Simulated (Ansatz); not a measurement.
## Electronic structure of VSi35 (cell charge −1, with a compensating background) (cell with a defect) in real space

Input file:

```
crystal:
  lattice:
    - [-5.7769209523, 3.3353068668, -6.3650227274]
    - [5.7769209522, 3.3353068669, -6.3650227274]
    - [1.0e-10, -6.6706137337, -6.3650227274]
  atoms:
    - { symbol: V, position: [0.4232142198, 0.0862353402, 0.4224041522], spin: 2.0 }
    - { symbol: Si, position: [0.756455629, 0.0900332156, 0.0897245329] }
    - { symbol: Si, position: [0.0899457714, 0.4234314136, 0.4231574337] }
    - { symbol: Si, position: [0.7569841773, 0.7562946696, 0.4232182619] }
    - { symbol: Si, position: [0.4234788936, 0.4234320537, 0.0897070651] }
    - { symbol: Si, position: [0.0900048886, 0.0900272812, 0.756156923] }
    - { symbol: Si, position: [0.7568925453, 0.4233699107, 0.7566020533] }
    - { symbol: Si, position: [0.0901092105, 0.7571535426, 0.0898155995] }
    - { symbol: Si, position: [0.4235409313, 0.7562321123, 0.7566993709] }
    - { symbol: Si, position: [0.0325459547, 0.0341099209, 0.3673284624] }
    - { symbol: Si, position: [0.3675971698, 0.0341175134, 0.0322301935] }
    - { symbol: Si, position: [0.703296652, 0.369897861, 0.3673935602] }
    - { symbol: Si, position: [0.3677895504, 0.6987228223, 0.3675095374] }
    - { symbol: Si, position: [0.0345500951, 0.3678771803, 0.0342606785] }
    - { symbol: Si, position: [0.7029492466, 0.0348700077, 0.7026514044] }
    - { symbol: Si, position: [0.3676693807, 0.3698773936, 0.7030138887] }
    - { symbol: Si, position: [0.701358808, 0.7011737228, 0.0341500396] }
    - { symbol: Si, position: [0.0344392512, 0.7011622131, 0.7010353538] }
    - { symbol: Si, position: [0.2962530836, 0.9641018786, 0.2940163256] }
    - { symbol: Si, position: [0.631753564, 0.9655138432, 0.9659039006] }
    - { symbol: Si, position: [0.9664339214, 0.2985243445, 0.2985651905] }
    - { symbol: Si, position: [0.6320512519, 0.6331327062, 0.2984215947] }
    - { symbol: Si, position: [0.2988876146, 0.2985362772, 0.9661647126] }
    - { symbol: Si, position: [0.9661840976, 0.9654856879, 0.6314930678] }
    - { symbol: Si, position: [0.6319377747, 0.2991648993, 0.6316650607] }
    - { symbol: Si, position: [0.9655674142, 0.6322150327, 0.9652320379] }
    - { symbol: Si, position: [0.298710648, 0.633115561, 0.6317626325] }
    - { symbol: Si, position: [0.9083586816, 0.9096626187, 0.2427997728] }
    - { symbol: Si, position: [0.2431193621, 0.9096325287, 0.9080513909] }
    - { symbol: Si, position: [0.5808736498, 0.2484071993, 0.241464861] }
    - { symbol: Si, position: [0.2429031336, 0.5753250617, 0.2426240319] }
    - { symbol: Si, position: [0.9100362008, 0.2429278221, 0.9097499353] }
    - { symbol: Si, position: [0.5804464086, 0.9076488912, 0.5830765102] }
    - { symbol: Si, position: [0.2428518399, 0.24736239, 0.5780944202] }
    - { symbol: Si, position: [0.5765440148, 0.5764403757, 0.9098135602] }
    - { symbol: Si, position: [0.9101032634, 0.5764293456, 0.5762172749] }
  host:
    lattice:
      - [3.8512806348, 0.0, 0.0]
      - [-1.9256403174, 3.3353068669, 0.0]
      - [0.0, 0.0, 6.3650227274]
    atoms:
      - { symbol: Si, position: [0.3333333333, 0.6666666667, 0.0629309403] }
      - { symbol: Si, position: [0.6666666667, 0.3333333333, 0.5629309403] }
      - { symbol: Si, position: [0.3333333333, 0.6666666667, 0.4370690597] }
      - { symbol: Si, position: [0.6666666667, 0.3333333333, 0.9370690597] }
total_charge: -1
basis:
  ecutwfc: 420
  xc_grid: 2
kpoints:
  mp_grid: { grid: [2, 2, 2], shift: [0.5, 0.5, 0.5] }
hamiltonian:
  xc: pbe
scf:
  occupations: { method: gaussian, width: 0.02 }
output:
  forces: true
  stress: false
  eigenvalues: true
  populations: true
  charged_corrections:
    defect_position: [0.42346746, 0.09013413, 0.42346746]
    epsilon: [[12.6179, 0.0, 0.0], [0.0, 12.6179, 0.0], [0.0, 0.0, 13.7065]]
  write_density: true
  write_potential: true
  elf: true
  volumetric_format: npy
magnetization:
  spin_polarized: true
relax:
  adjacent_minimum: "off"
  f_tol: 0.025
  max_steps: 45
```

Launched as:

```sh
ansatz run input.yaml --threads 4 --pin off --max-ram 10240MiB --backend cpu --events-out ev --progress --plain --runs-dir out
```

The fields are those of the run's last geometry, not of the input's.

Spin-polarised.

Level of theory: Ansatz, DFT PBE, scalar-relativistic, plane waves, PAW.

In a PAW calculation such maps are meaningful between the atoms, not at the nuclei.

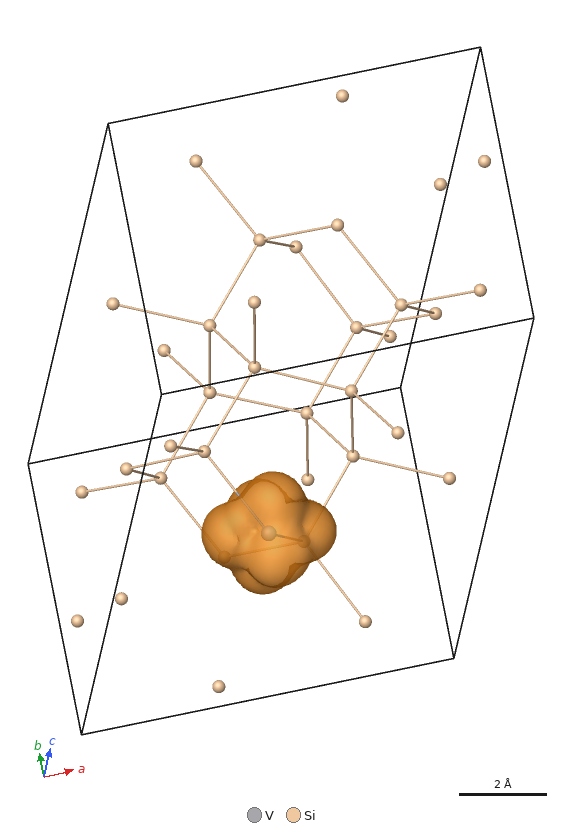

Figure 1. Isosurfaces of the spin density at +0.03 (orange) and −0.03 e/Å³ (purple), seen at an oblique angle. Sticks mark near contacts.

### Which atoms carry the moments, and with what signs?

The spin density sits on V: +1.5 μB in one cell of 36 atoms: a single local moment. The cell of the calculation (36 atoms) carries 2.0 μB of net spin moment. Only one sign reaches the isovalue.

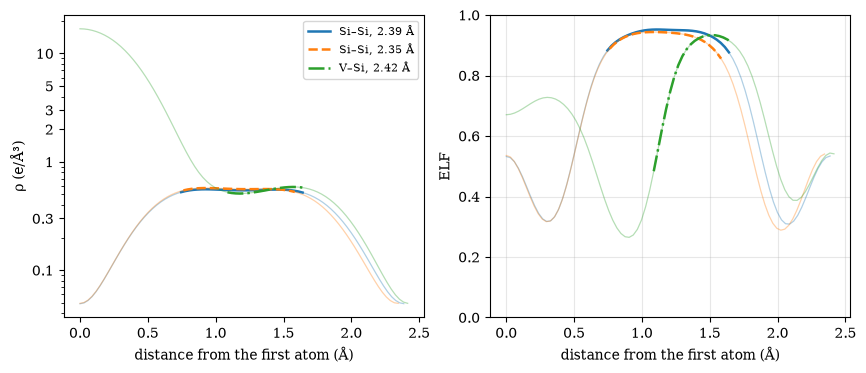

Figure 2. Valence pseudo-density and electron localisation function along straight lines between neighbouring atoms. Thin, pale parts lie inside the atomic spheres.

### What can be read from the curves?

Si–Si (2.39 Å): ρ is about 0.55 e/Å³ halfway; the ELF peaks at about 0.95 between the atoms: a covalent bond.
Si–Si (2.35 Å): ρ at the midpoint is about 0.56 e/Å³; the ELF peaks at about 0.95 between the atoms; localised, covalent bonding.
V–Si (2.42 Å): ρ at the midpoint is about 0.51 e/Å³; the ELF peaks at about 0.95 in the valence shell of Si, 0.9 Å from its nucleus, and is about 0.75 at the midpoint.

### Does the calculation make it a metal, or give it a gap?

It is gapped, with a Kohn–Sham gap of 0.56 eV on the k-point mesh, an upper bound to the gap of this method.
